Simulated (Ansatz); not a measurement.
**Li: molecular dynamics (part 2 of 2)**

Li (P1, 16 atoms in the cell); DFT PBE, scalar-relativistic, plane waves, PAW, no spin polarisation (Ansatz 0.2.0); cutoff 420 eV, 2×2×2 k-mesh, Fermi–Dirac smearing of 0.16 eV. The structure was built on a prototype by a generator; it need not be a known phase. It belongs to a series of runs on one base structure; here: dynamics from the last frame of the run before.

Geometry of the input (Å; fractional positions):
```
7.3129  0.0000  0.0000
0.0000  7.3129  0.0000
0.0000  0.0000  7.3129
Li 0.0653  0.0153  0.0216
Li 0.6729  -0.0149  0.0422
Li -0.0262  0.4933  -0.2036
Li 0.0383  0.0647  0.3781
Li 0.3100  0.2124  0.1290
Li 0.5058  0.4545  -0.0881
Li 0.4861  -0.0855  0.3278
Li 0.9057  0.3254  0.0428
Li 0.1554  0.4530  0.4064
Li 0.1437  0.7086  0.3271
Li 0.2998  0.0959  0.6912
Li 0.6259  0.3159  0.3482
Li 0.8444  0.7224  0.1782
Li 0.7493  0.2198  0.6845
Li 0.1741  0.7807  0.7158
Li 0.5398  0.7156  0.5951
```

Output, continued
```
md step    56: t =    56.00 fs  T =  1319.0 K  F+E_penalty+E_count = -3271.27185901 eV  E_kin = 2.727913 eV  conserved = -3268.94830286 eV  P_inst = 0.4222 GPa  V = 411.6076 Å³  selection 3  (5 SCF iters)
md step    57: t =    57.00 fs  T =  1233.5 K  F+E_penalty+E_count = -3271.21923046 eV  E_kin = 2.551053 eV  conserved = -3268.94815282 eV  P_inst = 0.4030 GPa  V = 411.7883 Å³  selection 3  (5 SCF iters)
md step    58: t =    58.00 fs  T =  1183.2 K  F+E_penalty+E_count = -3271.16280818 eV  E_kin = 2.447053 eV  conserved = -3268.94813192 eV  P_inst = 0.4039 GPa  V = 412.0448 Å³  selection 3  (4 SCF iters)
md step    59: t =    59.00 fs  T =  1150.2 K  F+E_penalty+E_count = -3271.10134134 eV  E_kin = 2.378734 eV  conserved = -3268.94806305 eV  P_inst = 0.4123 GPa  V = 412.3913 Å³  selection 3  (4 SCF iters)
md step    60: t =    60.00 fs  T =  1197.2 K  F+E_penalty+E_count = -3271.04120446 eV  E_kin = 2.475996 eV  conserved = -3268.94789428 eV  P_inst = 0.4566 GPa  V = 412.8498 Å³  selection 3  (6 SCF iters)
md step    61: t =    61.00 fs  T =  1210.9 K  F+E_penalty+E_count = -3270.98649778 eV  E_kin = 2.504295 eV  conserved = -3268.94784436 eV  P_inst = 0.4801 GPa  V = 413.3018 Å³  selection 3  (5 SCF iters)
md step    62: t =    62.00 fs  T =  1180.5 K  F+E_penalty+E_count = -3270.93381903 eV  E_kin = 2.441465 eV  conserved = -3268.94781569 eV  P_inst = 0.4804 GPa  V = 413.6858 Å³  selection 3  (4 SCF iters)
md step    63: t =    63.00 fs  T =  1076.5 K  F+E_penalty+E_count = -3270.88639722 eV  E_kin = 2.226385 eV  conserved = -3268.94760503 eV  P_inst = 0.4375 GPa  V = 414.0700 Å³  selection 3  (5 SCF iters)
md step    64: t =    64.00 fs  T =  1031.4 K  F+E_penalty+E_count = -3270.84705232 eV  E_kin = 2.133054 eV  conserved = -3268.94753893 eV  P_inst = 0.4215 GPa  V = 414.4479 Å³  selection 3  (4 SCF iters)
md step    65: t =    65.00 fs  T =  1000.0 K  F+E_penalty+E_count = -3270.81223149 eV  E_kin = 2.068247 eV  conserved = -3268.94745933 eV  P_inst = 0.4097 GPa  V = 414.8049 Å³  selection 3  (4 SCF iters)
md step    66: t =    66.00 fs  T =   976.8 K  F+E_penalty+E_count = -3270.78146732 eV  E_kin = 2.020185 eV  conserved = -3268.94738028 eV  P_inst = 0.3996 GPa  V = 415.1585 Å³  selection 3  (5 SCF iters)
md step    67: t =    67.00 fs  T =  1038.9 K  F+E_penalty+E_count = -3270.75558769 eV  E_kin = 2.148548 eV  conserved = -3268.94742912 eV  P_inst = 0.4357 GPa  V = 415.4212 Å³  selection 3  (5 SCF iters)
md step    68: t =    68.00 fs  T =   917.7 K  F+E_penalty+E_count = -3270.73917594 eV  E_kin = 1.897987 eV  conserved = -3268.94742759 eV  P_inst = 0.3762 GPa  V = 415.5033 Å³  selection 3  (5 SCF iters)
md step    69: t =    69.00 fs  T =   900.3 K  F+E_penalty+E_count = -3270.73628904 eV  E_kin = 1.861888 eV  conserved = -3268.94739453 eV  P_inst = 0.3707 GPa  V = 415.4469 Å³  selection 3  (5 SCF iters)
md step    70: t =    70.00 fs  T =   975.0 K  F+E_penalty+E_count = -3270.74324245 eV  E_kin = 2.016528 eV  conserved = -3268.94744900 eV  P_inst = 0.4125 GPa  V = 415.3354 Å³  selection 3  (6 SCF iters)
md step    71: t =    71.00 fs  T =  1048.1 K  F+E_penalty+E_count = -3270.75806026 eV  E_kin = 2.167544 eV  conserved = -3268.94755645 eV  P_inst = 0.4515 GPa  V = 415.1923 Å³  selection 3  (5 SCF iters)
md step    72: t =    72.00 fs  T =  1011.4 K  F+E_penalty+E_count = -3270.78011431 eV  E_kin = 2.091678 eV  conserved = -3268.94759543 eV  P_inst = 0.4320 GPa  V = 414.9551 Å³  selection 3  (5 SCF iters)
md step    73: t =    73.00 fs  T =  1005.4 K  F+E_penalty+E_count = -3270.80130425 eV  E_kin = 2.079342 eV  conserved = -3268.94768649 eV  P_inst = 0.4305 GPa  V = 414.6351 Å³  selection 3  (4 SCF iters)
Crystal: 16 atoms, lattice volume = 414.323 Å³
preconditioner: auto → Kerker (q_TF=auto, 1.905 Å⁻¹)  [metal: Δε(μ)=0.026 eV  Ē_g=3.550 eV  σ=0.160 eV  W_gap=0.04  n_scr=48 (ndim 8)  ℏωp=7.3 eV  f_vac=0.000  D(μ)=9.15/eV (n_scr^D=56)]
md step    74: t =    74.00 fs  T =  1068.4 K  F+E_penalty+E_count = -3270.82178434 eV  E_kin = 2.209581 eV  conserved = -3268.94790034 eV  P_inst = 0.4649 GPa  V = 414.3231 Å³  selection 3  (5 SCF iters)
Crystal: 16 atoms, lattice volume = 414.076 Å³
preconditioner: auto → Kerke
[...]
iter 1 solved again at ethr=3.15e-6 eV; its pass at ethr=3.10e-3 eV (dr2=1.51e-3 eV) is discarded
SCF iter   1: F=—  HF=-3271.591627 eV  |F-HF|=—  |Δ(HF+E_count)|=         —  Δρ=1.69e-6  dr2=2.81e-8  ethr=3.15e-6  ⟨swp⟩=1.8  Hψ=2542  notcnv=0
eigensolver tolerance schedule: the retry pair's looser diagonalisation over-reported the residual by 53840.06 of it (diagonalisation noise at an unbounded share of the residual, at the tolerance the schedule requests for it); recorded, not acted on — ethr = c·dr2/N_el stays at c = 1.0e-1
preconditioner: auto → Kerker (q_TF=auto, 1.882 Å⁻¹)  [metal: Δε(μ)=0.061 eV  Ē_g=3.400 eV  σ=0.160 eV  W_gap=0.09  n_scr=44 (ndim 8)  ℏωp=7.0 eV  f_vac=0.000  D(μ)=9.48/eV (n_scr^D=60)]
SCF iter   2: F=—  HF=-3271.591613 eV  |F-HF|=—  |Δ(HF+E_count)|=   1.39e-5  Δρ=7.26e-7  dr2=4.59e-9  ethr=3.33e-11  ⟨swp⟩=2.2  Hψ=1222  notcnv=0
SCF iter   3: F=-3271.591613 eV  HF=-3271.591613 eV  |F-HF|=3.54e-10  |Δ(HF+E_count)|=   1.58e-9  Δρ=4.89e-7  dr2=2.39e-9  ethr=9.56e-12  ⟨swp⟩=2.0  Hψ=891  notcnv=0
SCF 272 converged in 3 iterations: F = -3271.591613 eV  dr2 = 2.39e-9
```

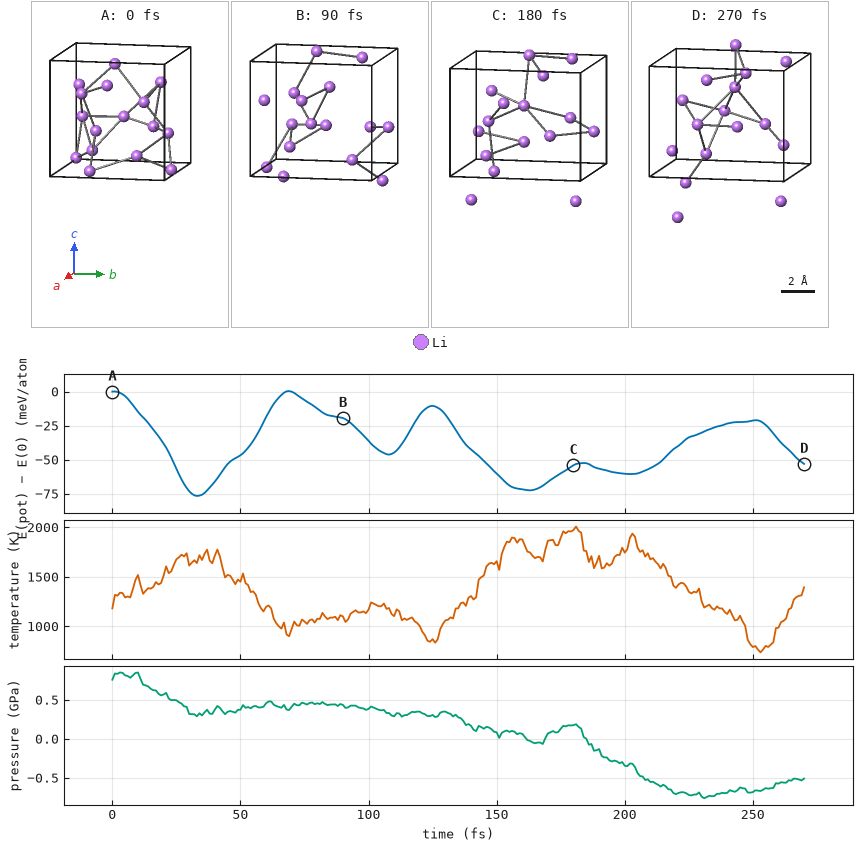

*Frames of the molecular dynamics (ball-and-stick, simulation cell, seen slightly off an axis) above the curves, on which the letters mark them.*

The trajectory kept here has 271 frames over 270 fs. The temperature starts at 1181 K, ranges from 737 to 2008 K and averages 1480 K over the second half. The potential energy ends 53.1 meV/atom below its first value. The conserved quantity stays within 0.085 meV/atom. With the common drift removed, the root-mean-square displacement is 2.16 Å, and Li1 has moved furthest (3.93 Å).

```
SCF converged after 3 iterations
Free energy (F): -3271.591613 eV
Harris-Foulkes:  -3271.591613 eV  (|F-HF|=3.54e-10)
Internal energy: -3270.820365 eV  (E = F + TS)
E sigma→0 (E₀):  -3271.205989 eV
Entropy (-TS):   -0.771248 eV (-48.203 meV/atom)
Fermi energy:    0.036719 eV
--- Per-component energies (eV) ---
  E_band       = -1522.603773
  E_kinetic    = 329.443341
  E_local      = -2394.203802  (includes V_loc(G=0)·N_el)
  E_nonlocal   = -532.934115
  E_hartree    = 738.079751
  E_xc         = -154.694220
  E_vxc        = -198.963341  (∫ρ·V_xc dr)
  E_paw        = -335.812551  (= ΣΔE_a)
  E_vpaw       = -202.105657  (= ΣTr[D̂ρ^β])
  E_aug_tail   = 0.000198  (compensation charges beyond the density's cutoff)
  E_ewald      = -920.698965
  E_smearing   = -0.771248  (= −TS)
  E_closure    = -0.000000  (closes the sum)
  Σ components = -3271.591613   (vs F -3271.591613, Δ=0.00e0)
--- Forces (eV/Å), atoms counted from 1 ---
  atom   1  Li    -0.04442959     0.00524156     0.22367707
  atom   2  Li     0.11331418     0.00843406    -0.40376210
  atom   3  Li     0.19923931    -0.03036799     0.03779774
  atom   4  Li     0.27895842     0.11234243     0.10665787
  atom   5  Li    -0.42881442    -0.59003504    -0.21273094
  atom   6  Li    -0.12638837     0.20412604     0.47512854
  atom   7  Li     0.46992109     0.37309772     0.05105494
  atom   8  Li    -0.16093882     0.24857062    -0.12321587
  atom   9  Li    -0.14448515     0.02767318    -0.10351933
  atom  10  Li    -0.33551368    -0.07233917     0.26936212
  atom  11  Li    -0.13358553    -0.13784042     0.14325765
  atom  12  Li    -0.22834101    -0.18313241    -0.35871722
  atom  13  Li    -0.07907220     0.14795672     0.01343257
  atom  14  Li     0.40208658     0.04619048     0.06003445
  atom  15  Li    -0.26393740    -0.19280168    -0.09975244
  atom  16  Li     0.48196977     0.03288580    -0.07870494
  max |Σ_I F_I| component: 1.68e-5 eV/Å
--- Stress (GPa, compression-positive) ---
       -0.288071       0.455861       0.215814
        0.455861      -1.529974      -0.402351
        0.215814      -0.402351      -1.779008
  P = ⅓ Tr σ = -1.1990 GPa (-11.990 kbar)
--- MD trajectory: 270 steps, t = 0.0 → 270.0 fs ---
  final state: T = 1394.1 K   F+E_penalty+E_count = -3271.59161766 eV   E_kin = 2.883237 eV
  conserved energy: peak-to-peak 1.232e-3 eV (7.703e-5 eV/atom) at the most on one of 6 selections of grids, which stood over 88.0 fs
  cell: V = 446.1660 Å³ at the end; means of 271 rows, the approach among them: V = 417.7768 Å³, P_inst = 0.0670 GPa
  mean static stress (GPa): xx -0.4424  yy -0.5416  zz -0.9956  yz -0.0842  xz -0.4144  xy -0.4018
  cell of the mean metric: 7.3062  8.0893  7.0928 Å, 90.000  90.000  90.000°
  the result is of one more SCF, on plane waves selected at the last cell: its energy does not rank with the rows'
```

Trajectory as extended XYZ (Å, eV, eV/Å), 6 of the 271 frames kept, from step=0 to step=270
```
16
Lattice="7.3129 0.0000 0.0000 0.0000 7.3129 0.0000 0.0000 0.0000 7.3129" Properties=species:S:1:pos:R:3:forces:R:3 step=0 time_fs=0.0 energy=-3270.74242 temperature=1181.2 pressure_GPa=0.76
Li    0.4777    0.1122    0.1582   -0.0835  -0.6023  -0.4428
Li    4.9209   -0.1087    0.3083   -0.2262   0.4987  -0.6902
Li   -0.1917    3.6077   -1.4889    0.1911   0.3733  -0.6003
Li    0.2798    0.4731    2.7653   -0.4033   0.0774   0.3410
Li    2.2668    1.5534    0.9437    0.2349   0.2178   0.0334
Li    3.6990    3.3238   -0.6440   -0.0222   0.1868   0.1166
Li    3.5545   -0.6250    2.3975   -0.4457   0.2793  -0.0164
Li    6.6233    2.3795    0.3132   -0.2164  -0.1469   1.0026
Li    1.1366    3.3128    2.9720    0.1299  -1.6813   0.6665
Li    1.0510    5.1816    2.3923    0.5501   1.4283  -0.6002
Li    2.1926    0.7013    5.0546    0.3260   0.7264  -0.1118
Li    4.5768    2.3103    2.5462    0.0120   0.2426  -0.1825
Li    6.1752    5.2832    1.3033   -0.3364  -0.5748   0.0508
Li    5.4793    1.6071    5.0057    0.0467  -0.4934   0.0731
Li    1.2735    5.7092    5.2342   -0.1341  -0.1792   0.0852
Li    3.9475    5.2329    4.3521    0.3771  -0.3527   0.2750
16
Lattice="7.2587 0.0000 0.0000 0.0000 7.6422 0.0000 0.0000 0.0000 7.4123" Properties=species:S:1:pos:R:3:forces:R:3 step=54 time_fs=54.0 energy=-3271.36314 temperature=1346.4 pressure_GPa=0.39
Li   -0.0519   -0.3019   -0.6953    0.3623  -0.1054   0.5318
Li    3.8655   -0.0542   -0.6194    0.1878  -0.0210   0.3951
Li    0.5765    3.6563   -2.3038   -0.3187  -0.1791   0.2861
Li   -0.8416    0.5717    2.5426    1.0330  -0.2276  -0.4135
Li    2.1694    1.0248    1.5381   -0.2429   0.4348  -0.7342
Li    3.2501    3.4127   -0.1304    0.1287  -0.3607   0.1528
Li    4.2184    0.1243    2.6336   -0.3717  -0.5187  -0.0730
Li    6.1614    2.1338    0.2943   -0.0437   0.1338  -0.3057
Li    0.5938    2.7939    2.6585    0.1054   0.3541  -0.2504
Li    1.5930    6.4712    2.5636   -0.1965  -0.6273   0.2774
Li    2.5068    1.2258    4.5417   -0.1558   0.0733   0.1523
Li    4.9742    3.0486    2.6626   -0.4703  -0.1626   0.3501
Li    6.0122    5.2276    1.2105    0.0291   0.2140  -0.1762
Li    5.8048    0.5760    4.9559   -0.2005   0.4823  -0.1656
Li    1.9668    5.5591    6.3739    0.0412   0.3333   0.0435
Li    4.8103    5.0125    5.1225    0.1126   0.1769  -0.0705
16
Lattice="7.2209 0.0000 0.0000 0.0000 7.8306 0.0000 0.0000 0.0000 7.0828" Properties=species:S:1:pos:R:3:forces:R:3 step=108 time_fs=108.0 energy=-3271.48279 temperature=1184.4 pressure_GPa=0.33
Li   -0.1148   -0.4197   -0.3013    0.2595   0.1288  -0.7246
Li    3.8357   -0.3617   -0.3248    0.0622  -0.1085  -0.3777
Li    0.8793    3.3633   -2.0876   -0.4445   0.3428   0.0963
Li   -0.3945    0.6693    1.9430   -0.0838   0.4229   0.0085
Li    2.0630    1.1057    0.9854   -0.1682   0.1273   0.0282
Li    3.0405    3.4159    0.1810    0.2482   0.0757   0.1144
Li    3.8454    0.1725    2.8670   -0.0436  -0.1678  -0.2364
Li    5.2607    1.8715   -0.3975    0.1539   0.1386   0.2998
Li    0.1089    3.8508    2.0970   -0.0287  -0.4434  -0.2902
Li    1.3375    6.2012    2.6079    0.1072   0.2500   0.3339
Li    2.5042    1.8404    4.7361    0.5091  -0.7887   0.0253
Li    4.4151    3.3938    3.0466   -0.0772  -0.0611  -0.0570
Li    5.5606    6.1589    1.2144   -0.2309  -0.5356   0.4043
Li    5.9968    0.7539    4.2891    0.1956   0.0972   0.4559
Li    1.7622    5.6055    7.0575   -0.1143   0.0769  -0.1501
Li    5.8436    4.4738    5.6455   -0.3446   0.4449   0.0694
16
Lattice="7.2600 0.0000 0.0000 0.0000 8.2576 0.0000 0.0000 0.0000 6.8518" Properties=species:S:1:pos:R:3:forces:R:3 step=162 time_fs=162.0 energy=-3271.90054 temperature=1755.1 pressure_GPa=-0.02
Li    0.3639   -0.0712   -1.5686   -0.1919   0.2137   0.0856
Li    3.8055   -0.6568   -1.4439    0.1088  -0.2810   0.3645
Li    0.6341    3.7094   -2.1487    0.2588   0.4366   0.3224
Li   -0.5061    0.5274    1.9658    0.2344  -0.4351  -0.6256
Li    2.3611    1.3659    0.6842   -0.3606  -0.2575   0.4632
Li    3.1464    3.9732    0.3967   -0.1972   0.3490   0.0949
Li    3.8612    0.2784    2.9431    0.0536   0.2577  -0.3794
Li    5.3274    2.6660    0.0663   -0.0237  -0.6313  -0.2733
Li   -0.0127    3.7989    1.2926    0.3716   0.0769   0.3086
Li    1.6112    6.6937    3.2274    0.0103  -0.2181  -0.0989
Li    2.8673    1.7581    5.1062   -0.1777   0.3243  -0.4298
Li    3.7200    4.1790    3.6959    0.0070  -0.1270   0.0727
Li    5.1190    6.0986    2.2358    0.2345   0.0036  -0.0006
Li    6.3040    1.9633    3.8460   -0.7015   0.1981   0.2995
Li    1.3447    6.1313    6.8685    0.1180   0.1070   0.0808
Li    5.4770    5.4843    6.2583    0.2557  -0.0167  -0.2846
16
Lattice="7.4140 0.0000 0.0000 0.0000 8.6685 0.0000 0.0000 0.0000 6.9158" Properties=species:S:1:pos:R:3:forces:R:3 step=216 time_fs=216.0 energy=-3271.50761 temperature=1589.7 pressure_GPa=-0.61
Li    0.0536    0.5152   -3.2772    0.0605  -0.0114   0.2483
Li    4.2441   -0.5167   -1.5587    0.2455  -0.3158   0.2910
Li    0.5930    4.4137   -0.7633   -0.0405  -0.1291  -0.0362
Li   -1.0007   -0.2086    1.2286   -0.2887   0.1795  -0.0534
Li    2.6440    1.8687    0.9571    0.0494   0.0003  -0.2424
Li    3.1262    5.4257    1.0812    0.4794  -0.5341  -0.6191
Li    3.8826    0.1286    2.4677    0.0878  -0.1454   0.0143
Li    5.5097    2.5079    0.2731   -0.0188   0.1029  -0.1092
Li    1.0776    3.3249    2.2611   -0.3597   0.3434   0.3607
Li    2.2996    6.4412    2.9623   -0.5446   0.4472   0.8629
Li    2.7309    1.4406    5.1073   -0.3288   0.5009  -0.2748
Li    3.2088    4.5064    5.0680    0.1248   0.1010   0.1039
Li    5.4640    6.1246    3.4917    0.1764   0.2660  -0.1815
Li    5.2569    3.3862    3.5793    0.0301  -0.5117  -0.1633
Li    1.3008    7.6982    7.1577    0.3924  -0.0777  -0.2824
Li    5.7515    6.0911    6.7392   -0.0652  -0.2159   0.0813
16
Lattice="7.4623 0.0000 0.0000 0.0000 8.5868 0.0000 0.0000 0.0000 6.9629" Properties=species:S:1:pos:R:3:forces:R:3 step=270 time_fs=270.0 energy=-3271.59162 temperature=1394.1 pressure_GPa=-0.51
Li   -0.5352    0.5816   -3.1895   -0.0444   0.0052   0.2237
Li    4.1916   -0.3370   -1.2143    0.1133   0.0084  -0.4038
Li   -0.1476    4.2216   -0.2129    0.1992  -0.0304   0.0378
Li   -1.1545    0.0941    0.8872    0.2790   0.1123   0.1067
Li    2.5506    3.1014    1.3621   -0.4288  -0.5900  -0.2127
Li    3.8144    5.2755    1.5081   -0.1264   0.2041   0.4751
Li    3.7793   -0.2632    2.2643    0.4699   0.3731   0.0511
Li    4.9525    2.3422   -0.1318   -0.1609   0.2486  -0.1232
Li    1.1771    3.9599    3.8866   -0.1445   0.0277  -0.1035
Li    1.9983    6.7480    3.2759   -0.3355  -0.0723   0.2694
Li    2.3825    1.5600    4.6535   -0.1336  -0.1378   0.1433
Li    3.3630    5.1326    5.7518   -0.2283  -0.1831  -0.3587
Li    5.9770    5.8708    3.6688   -0.0791   0.1480   0.0134
Li    4.4180    2.9780    3.4749    0.4021   0.0462   0.0600
Li    1.8762    8.0537    7.2310   -0.2639  -0.1928  -0.0997
Li    5.4583    6.2980    6.9802    0.4820   0.0329  -0.0787
```
